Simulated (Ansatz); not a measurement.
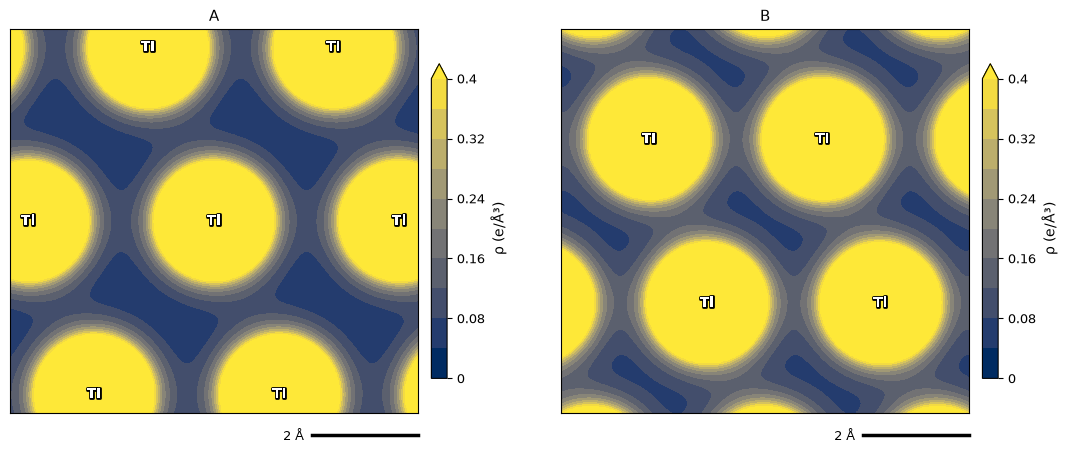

Tl. The valence pseudo-density of two cells that differ in size and shape, on the (001) plane of each (indices in the axes of the calculation cell), at one length scale and on one colour scale; one has 27.1 and the other 33.1 Å³ an atom.

Computed without spin polarisation.

These are results of DFT r2SCAN, scalar-relativistic, plane waves, PAW (Ansatz 0.2.0), not measurements.

The larger cell:

```cif
data_structure
_symmetry_space_group_name_H-M 'P 1'
_symmetry_Int_Tables_number 1
_cell_length_a 3.5022
_cell_length_b 3.5022
_cell_length_c 3.5022
_cell_angle_alpha 108.827
_cell_angle_beta 108.827
_cell_angle_gamma 110.768
_cell_volume 33.06
loop_
_atom_site_label
_atom_site_type_symbol
_atom_site_fract_x
_atom_site_fract_y
_atom_site_fract_z
_atom_site_occupancy
Tl1 Tl 0.00000 0.00000 0.00000 1
```

The smaller cell: a = 3.278 Å, b = 3.278 Å, c = 3.278 Å, α = 109.47°, β = 109.47°, γ = 109.47°.

Q: Which panel shows the smaller cell, and what does the compression change?

A: Panel B is the smaller cell, by 18 % in volume. From the larger cell to the smaller, Tl–Tl goes from 3.50 to 3.28 Å, and the density at its midpoint from 0.1 to 0.15 e/Å³; the pressure goes from −2.4 to 4.3 GPa.
